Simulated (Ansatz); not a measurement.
## SiC: geometry relaxation (part 3 of 3)

Continued. System: SiC (8 atoms in the cell). Method: DFT HSE06, scalar-relativistic, plane waves, PAW, no spin polarisation (Ansatz 0.2.0); cutoff 420 eV, 12×12×4 k-mesh, Gaussian smearing of 0.02 eV. The structure derives from a Materials Project entry.

Geometry of the input (Å; fractional positions):
```
3.0757  0.0000  0.0000
-1.5378  2.6636  0.0000
0.0000  0.0000  10.0706
Si 0.6667  0.3333  0.9378
Si 0.3333  0.6667  0.4378
Si 0.0000  0.0000  0.6879
Si 0.0000  0.0000  0.1879
C  0.6667  0.3333  0.7498
C  0.3333  0.6667  0.2498
C  0.0000  0.0000  0.5005
C  0.0000  0.0000  0.0005
```

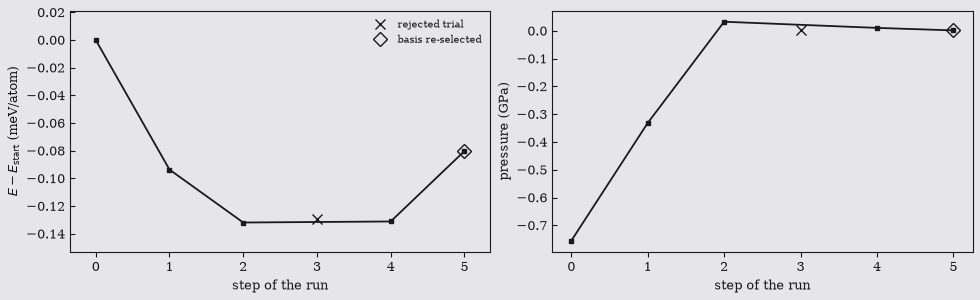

*Progress of the relaxation, step by step (the first geometry is step 0 here and step 1 in the log).*

The atoms keep their places relative to the cell (all moves are under 0.005 Å). The volume changes by −0.3 %, with a = b 3.076 → 3.073 Å (−0.1 %), c 10.071 → 10.057 Å (−0.1 %). The space group stays P6_3mc (No. 186). The energy falls by 0.1 meV per atom in 4 geometry steps. Largest force component: 0.013 eV/Å at the start, 0.00039 eV/Å at the end. The pressure goes from −0.76 to 0.00 GPa. The line search rejected the trial step at point 3 (counted from 0) and went back. A last SCF at the same geometry on a re-selected plane-wave basis shifts the energy by +0.1 meV per atom. (Atoms are counted from 1 in the order of the input.)

```
basis re-selected at this cell: Δ(F+E_penalty+E_count) = +4.067e-4 eV, ΔP = -0.009 GPa vs the last step (what re-selecting the basis moved, of the pressure what is left beyond the Pulay correction that the steps carried, after the strain that the cell walked since its last selection, with what the two solves' SCF thresholds leave and, on support functions, any second-order correction that the steps lacked; it is no measure of the basis error at this ecutwfc). This SCF's stress stands 2.54e-2 GPa from its target on what of the cell is left free (relax.cell.stress_tol is 5.00e-2 GPa) and its largest allowed force component is 3.94e-4 eV/Å (relax.f_tol is 5.00e-3 eV/Å): within both
hybrid SCF converged: 2 outer / 6 inner (+0 warm-up), last move |dexx| = 2.22e-12 eV, tail = 8.16e-12 eV
Stability not checked: this state was not tested for a lower state beside it, because the functional holds exact exchange (a hybrid, or Hartree-Fock), whose exchange loop this test does not read (fock_operator; see scf.lower_state_search)
Free energy (F): -3551.175820 eV
Frozen-core exchange: fock
Harris-Foulkes:  -3551.175820 eV  (|F-HF|=8.19e-12)
Internal energy: -3551.175820 eV  (E = F + TS)
E sigma→0 (E₀):  -3551.175820 eV
Fermi energy:    10.600360 eV
--- Per-component energies (eV) ---
  E_band       = 78.492252
  E_kinetic    = 544.238869
  E_local      = -413.269844  (includes V_loc(G=0)·N_el)
  E_nonlocal   = 202.562053
  E_hartree    = 129.142830
  E_xc         = -343.291774
  E_vxc        = -353.927474  (∫ρ·V_xc dr)
  E_exx        = -60.927259  (= α·E_x^exact, valence–valence)
  E_paw        = -2468.563287  (= ΣΔE_a)
  E_vpaw       = -37.542556  (= ΣTr[D̂ρ^β])
  E_aug_tail   = 0.000056  (compensation charges beyond the density's cutoff)
  E_ewald      = -1140.762126
  E_core_change = -0.305338  (= ΣΔE_core)
  E_smearing   = -0.000000  (= −TS)
  E_closure    = 0.000000  (closes the sum)
  Σ components = -3551.175820   (vs F -3551.175820, Δ=0.00e0)
--- Forces (eV/Å), atoms counted from 1 ---
  atom   1  Si    -0.00000000    -0.00000000     0.00039401
  atom   2  Si     0.00000000     0.00000000     0.00039401
  atom   3  Si     0.00000000     0.00000000    -0.00035252
  atom   4  Si    -0.00000000    -0.00000000    -0.00035252
  atom   5  C      0.00000000    -0.00000000     0.00016223
  atom   6  C     -0.00000000     0.00000000     0.00016223
  atom   7  C     -0.00000000    -0.00000000    -0.00020548
  atom   8  C      0.00000000     0.00000000    -0.00020548
  max |Σ_I F_I| component: 3.53e-6 eV/Å
--- Stress (GPa, compression-positive) ---
        0.014798       0.000000       0.000000
        0.000000       0.014798       0.000000
        0.000000       0.000000      -0.025434
  P = ⅓ Tr σ = 0.0014 GPa (0.014 kbar)
--- Band table (eV; the first three rows and the last of 57) ---
  k-point 0: bands = ["-8.0865", "-6.7991", "-6.7650", "-4.2145", "-0.4346", "4.2235", "4.2706", "7.7182", "7.7182", "8.2256", "8.2256", "8.3879", "8.3879", "8.9816", "9.0277", "9.0277", "15.3458", "15.9571", "16.6327", "16.6667", "17.2993", "17.2993", "17.3023", "17.3023"]
  k-point 1: bands = ["-8.0031", "-7.3441", "-6.0878", "-4.5687", "0.0592", "2.6613", "5.8593", "7.7588", "7.7588", "8.0582", "8.0582", "8.5207", "8.5739", "8.5739", "8.9668", "8.9668", "15.4027", "15.7998", "16.8290", "16.9394", "17.3364", "17.3364", "17.3474", "17.3474"]
  k-point 2: bands = ["-7.7541", "-7.7541", "-5.3077", "-5.3077", "1.2116", "1.2116", "7.3613", "7.3613", "7.8770", "7.8770", "7.8770", "7.8770", "8.8015", "8.8015", "8.8015", "8.8015", "15.5654", "15.5654", "17.1145", "17.1145", "17.3872", "17.3872", "17.3872", "17.3872"]
  k-point 56: bands = ["-3.0940", "-3.0940", "-3.0192", "-3.0192", "0.9580", "0.9580", "1.2858", "1.2858", "2.7500", "2.7500", "3.5428", "3.5428", "6.0350", "6.0350", "6.3527", "6.3527", "13.2460", "13.2460", "16.9853", "16.9853", "17.0052", "17.0052", "19.2622", "19.2622"]
--- Relaxed structure (5 steps of the walk, 4 accepted, 1 SCFs on fresh bases) ---
  F+E_penalty+E_count = -3551.17582047 eV   max|allowed force component| = 3.944e-4 eV/Å   (the final SCF, on the basis selected at the relaxed cell)
  cell:  # Å, volume = 82.2343 Å³
    - [3.0727758521010364, -2.884012356776283e-9, -2.8347687489022438e-36]
    - [-1.5363879235528903, 2.661101949496879, 1.417384372146952e-36]
    - [1.3922688271660264e-35, 3.712716872442737e-35, 10.056815349278425]
  atoms:
    - { symbol: Si, position: [0.6666666666666665, 0.33333333333333326, 0.9378422673368542] }
    - { symbol: Si, position: [0.3333333333333333, 0.6666666666666665, 0.4378422673368541] }
    - { symbol: Si, position: [-3.2783128443902458e-34, 1.521765067751649e-34, 0.6879404881957267] }
    - { symbol: Si, position: [1.8330831092430319e-34, -2.213979294777186e-34, 0.1879404881957268] }
    - { symbol: C, position: [0.6666666666666665, 0.33333333333333326, 0.7497875245662685] }
    - { symbol: C, position: [0.3333333333333333, 0.6666666666666665, 0.24978752456626865] }
    - { symbol: C, position: [1.7103101622638811e-35, 4.3648802504566725e-35, 0.5004287199011502] }
    - { symbol: C, position: [-3.656347661159445e-35, -1.7326538666724395e-34, 0.00042871990115022864] }
```

Trajectory as extended XYZ (Å, eV, eV/Å), 6 frames, from step=1 to step=6:
```
8
Lattice="3.0757 0.0000 0.0000 -1.5378 2.6636 0.0000 0.0000 0.0000 10.0706" Properties=species:S:1:pos:R:3:forces:R:3 step=1 energy=-3551.17518 pressure_GPa=-0.76
Si    1.5378    0.8879    9.4447    0.0000   0.0000  -0.0022
Si    0.0000    1.7758    4.4094    0.0000   0.0000  -0.0022
Si    0.0000    0.0000    6.9275    0.0000   0.0000   0.0126
Si    0.0000    0.0000    1.8922    0.0000   0.0000   0.0126
C     1.5378    0.8879    7.5510    0.0000   0.0000  -0.0025
C     0.0000    1.7758    2.5157    0.0000   0.0000  -0.0025
C     0.0000    0.0000    5.0400    0.0000   0.0000  -0.0080
C     0.0000    0.0000    0.0046    0.0000   0.0000  -0.0080
8
Lattice="3.0746 0.0000 0.0000 -1.5373 2.6627 0.0000 0.0000 0.0000 10.0597" Properties=species:S:1:pos:R:3:forces:R:3 step=2 energy=-3551.17593 pressure_GPa=-0.33
Si    1.5373    0.8876    9.4346    0.0000   0.0000  -0.0054
Si    0.0000    1.7751    4.4048    0.0000   0.0000  -0.0054
Si    0.0000    0.0000    6.9205    0.0000   0.0000   0.0008
Si    0.0000    0.0000    1.8907    0.0000   0.0000   0.0008
C     1.5373    0.8876    7.5424    0.0000   0.0000   0.0039
C     0.0000    1.7751    2.5126    0.0000   0.0000   0.0039
C     0.0000    0.0000    5.0341    0.0000   0.0000   0.0007
C     0.0000    0.0000    0.0042    0.0000   0.0000   0.0007
8
Lattice="3.0725 0.0000 0.0000 -1.5363 2.6609 0.0000 0.0000 0.0000 10.0575" Properties=species:S:1:pos:R:3:forces:R:3 step=3 energy=-3551.17623 pressure_GPa=0.03
Si    1.5363    0.8870    9.4323    0.0000   0.0000   0.0011
Si    0.0000    1.7739    4.4036    0.0000   0.0000   0.0011
Si    0.0000    0.0000    6.9190    0.0000   0.0000  -0.0012
Si    0.0000    0.0000    1.8902    0.0000   0.0000  -0.0012
C     1.5363    0.8870    7.5410    0.0000   0.0000   0.0007
C     0.0000    1.7739    2.5123    0.0000   0.0000   0.0007
C     0.0000    0.0000    5.0331    0.0000   0.0000  -0.0006
C     0.0000    0.0000    0.0044    0.0000   0.0000  -0.0006
8
Lattice="3.0730 0.0000 0.0000 -1.5365 2.6613 0.0000 0.0000 0.0000 10.0559" Properties=species:S:1:pos:R:3:forces:R:3 step=4 energy=-3551.17621 pressure_GPa=0.00 accepted=F
Si    1.5365    0.8871    9.4307    0.0000   0.0000   0.0083
Si    0.0000    1.7742    4.4027    0.0000   0.0000   0.0083
Si    0.0000    0.0000    6.9177    0.0000   0.0000   0.0091
Si    0.0000    0.0000    1.8897    0.0000   0.0000   0.0091
C     1.5365    0.8871    7.5400    0.0000   0.0000  -0.0110
C     0.0000    1.7742    2.5121    0.0000   0.0000  -0.0110
C     0.0000    0.0000    5.0324    0.0000   0.0000  -0.0064
C     0.0000    0.0000    0.0044    0.0000   0.0000  -0.0064
8
Lattice="3.0728 0.0000 0.0000 -1.5364 2.6611 0.0000 0.0000 0.0000 10.0568" Properties=species:S:1:pos:R:3:forces:R:3 step=5 energy=-3551.17623 pressure_GPa=0.01
Si    1.5364    0.8870    9.4317    0.0000   0.0000   0.0004
Si    0.0000    1.7741    4.4033    0.0000   0.0000   0.0004
Si    0.0000    0.0000    6.9185    0.0000   0.0000  -0.0004
Si    0.0000    0.0000    1.8901    0.0000   0.0000  -0.0004
C     1.5364    0.8870    7.5405    0.0000   0.0000   0.0002
C     0.0000    1.7741    2.5121    0.0000   0.0000   0.0002
C     0.0000    0.0000    5.0327    0.0000   0.0000  -0.0002
C     0.0000    0.0000    0.0043    0.0000   0.0000  -0.0002
8
Lattice="3.0728 0.0000 0.0000 -1.5364 2.6611 0.0000 0.0000 0.0000 10.0568" Properties=species:S:1:pos:R:3:forces:R:3 step=6 energy=-3551.17582 pressure_GPa=0.00
Si    1.5364    0.8870    9.4317    0.0000   0.0000   0.0004
Si    0.0000    1.7741    4.4033    0.0000   0.0000   0.0004
Si    0.0000    0.0000    6.9185    0.0000   0.0000  -0.0004
Si    0.0000    0.0000    1.8901    0.0000   0.0000  -0.0004
C     1.5364    0.8870    7.5405    0.0000   0.0000   0.0002
C     0.0000    1.7741    2.5121    0.0000   0.0000   0.0002
C     0.0000    0.0000    5.0327    0.0000   0.0000  -0.0002
C     0.0000    0.0000    0.0043    0.0000   0.0000  -0.0002
```

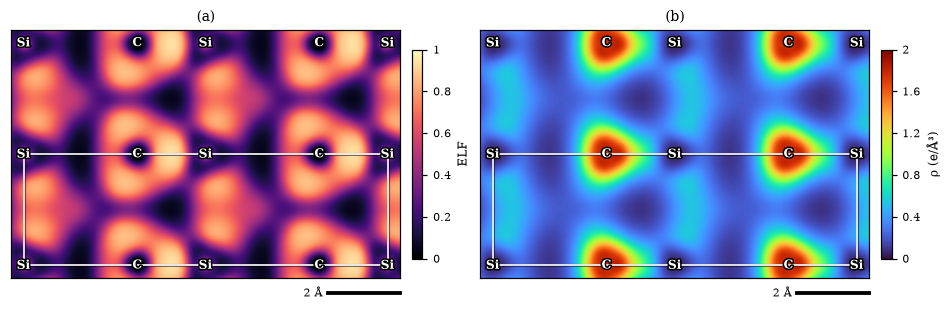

*(a) electron localisation function; (b) valence electron density on the (11̄0) plane of the conventional cell.*

Si–C (1.89 Å): ρ is about 0.9 e/Å³ halfway; the ELF peaks at about 0.95 between the atoms, which marks a covalent bond. Away from the nuclei the density in this plane falls to 0.09 e/Å³ at its lowest. Core electrons are frozen (PAW), so the fields are smoothed inside the atomic spheres.

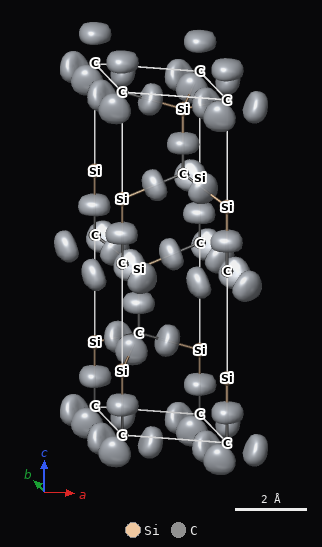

*Isosurface of the ELF at 0.85 (grey), seen slightly off an axis. Core shells and regions of very low density are left out. Sticks mark near contacts. The outline is the cell set on symmetry axes.*

Profiles from the grid: Si–C (1.88 Å): the ELF peaks at about 0.95 between the atoms, which marks a covalent bond.

Key numbers:

| quantity | value |
| --- | --- |
| outcome | converged |
| space group (tolerance 0.01 Å) | P6₃mc (186) |
| electrons treated | 32 |
| free energy | −3551.1758 eV |
| Fermi energy | 10.600 eV |
| gap on the k-point mesh | 3.15 eV |
| pressure | 0.00 GPa |
| final volume | 82.23 Å³ |
| largest force (length of the vector) at the end | under 0.001 eV/Å |
| final cell | a = 3.073 Å, b = 3.073 Å, c = 10.057 Å, α = 90.00°, β = 90.00°, γ = 120.00° |
| wall time | 2.2 min (CPU time 15 min) |
| peak memory | 5.8 GiB |
